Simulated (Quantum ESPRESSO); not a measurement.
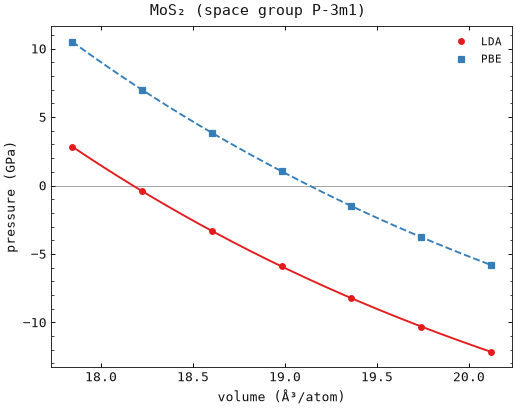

Plotted: pressure against volume, with one curve for each functional, for MoS₂ (space group P-3m1).

Computed with Quantum ESPRESSO 7.5: plane-wave DFT, no spin polarisation; energies at scaled volumes of the given cell, shape and fractions fixed, counted from the fit's minimum, third-order Birch-Murnaghan fit. All runs: no spin polarisation.

- k mesh: 9×9×4
- occupations: Fermi–Dirac
- smearing width: 0.05 eV

Settings that differ: LDA: density cutoff 4350 eV, wave cutoff 1090 eV, potentials PseudoDojo-0.4.1-SR-LDA-standard; PBE: density cutoff 5990 eV, wave cutoff 816 eV, potentials SSSP-1.3-efficiency-PBE.

Question: Order the curves by fitted equilibrium volume, smallest first.

Answer: LDA 18.174, PBE 19.135 Å³/atom.

Question: Order the curves by fitted bulk modulus, smallest first.

Answer: PBE 129.0, LDA 149.4 GPa.

Question: For LDA: what does the pressure do across the range?

Answer: It falls from 2.85 GPa at volume 17.84 Å³/atom to −12.15 GPa at 20.12 Å³/atom, and changes sign near 18.18 Å³/atom.

Question: For PBE: how does the pressure vary with volume?

Answer: It falls from 10.51 GPa at volume 17.84 Å³/atom to −5.81 GPa at 20.12 Å³/atom, and changes sign near 19.14 Å³/atom.

Note: shape and atomic fractions are frozen while scaling, which makes layered, chain and framework solids too stiff.
